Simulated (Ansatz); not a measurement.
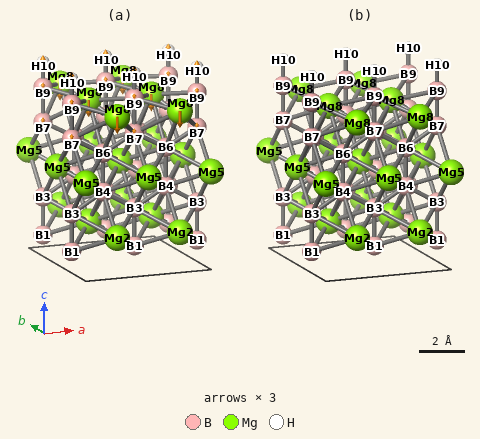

The structure of a slab of composition Mg3B6H (cut from the P6/mmm phase) before (left) and after (right) a constrained relaxation, at one scale. The orange arrows give the displacements, magnified 3 times.

Style: ball-and-stick. Shown: the 2 × 2 repeat of the cell, outlined in the plane, without the vacuum, slightly off an axis.

Case: H put at a top B site. The slab is the (1 0 0) face of MgB2 with H on it. 4 atoms are held fixed.

Theory: DFT PBEsol, scalar-relativistic, plane waves, PAW (Ansatz). Settings: plane-wave cutoff 420 eV; k-point mesh 9 × 8 × 1; occupations gaussian; smearing width 0.1 eV; no spin polarisation; dipole correction; atoms relaxed in a fixed cell; force threshold 0.03 eV/Å; at most 70 steps.

**What changed between the two?**

Over 4 geometry steps the energy falls by 0.205 eV per cell of the calculation. Largest force component: 1.2 eV/Å at the start, 0.0056 eV/Å at the end. The largest move is that of Mg8, 0.27 Å along the normal (−c). By element the largest moves are Mg 0.27 Å, H 0.11 Å, B 0.07 Å. The lattice vectors keep their values. Among the contacts that change: B6–Mg8 2.719 → 2.539 Å, B7–Mg8 2.651 → 2.506 Å, Mg5–B7 2.433 → 2.508 Å, Mg8–B9 2.354 → 2.429 Å. Bond angles that change, for instance: Mg8–B9–Mg8 162.5° → 146.7°, Mg8–B9–H10 98.8° → 106.7°, B7–B9–Mg8 81.2° → 73.3°.

Limits of the set-up: the periodic images lie only 3.1 Å apart, so the values are limited by the cell's size.
